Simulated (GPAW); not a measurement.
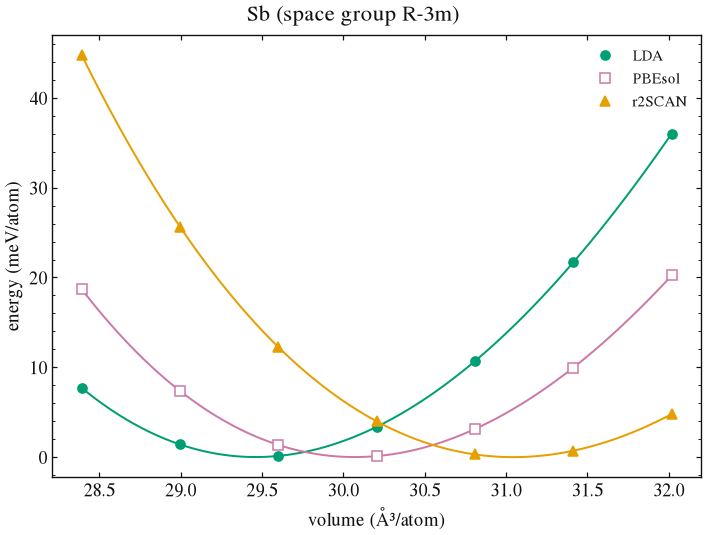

**Figure.** Energy against volume, with one curve for each functional, for Sb (space group R-3m).

Settings that differ: LDA: k mesh 6×6×6, potentials GPAW-PAW-data-sets-(gpaw-data-1.2.1); PBEsol: k mesh 8×8×8, potentials PAW-data-sets-made-by gpaw-setup-for-the-functional; r2SCAN: k mesh 6×6×6, potentials GPAW-PAW-data-sets-(gpaw-data-1.2.1).

The fitted equilibrium volumes, smallest first, are LDA 29.461, PBEsol 30.070, r2SCAN 31.045 Å³/atom. The fitted bulk moduli, smallest first, are r2SCAN 53.4, PBEsol 57.6, LDA 59.8 GPa.

How it was computed, with GPAW 26.7.0: PAW DFT in plane waves, on a grid or in atomic orbitals, no spin polarisation; energies at scaled volumes of the given cell, shape and fractions fixed, counted from the fit's minimum, third-order Birch-Murnaghan fit. All runs: no spin polarisation.

| setting | value |
| --- | --- |
| occupations | Fermi–Dirac |
| smearing width | 0.05 eV |
| wave cutoff | 600 eV |

Limits of the calculation: shape and atomic fractions are frozen while scaling, which makes layered, chain and framework solids too stiff.
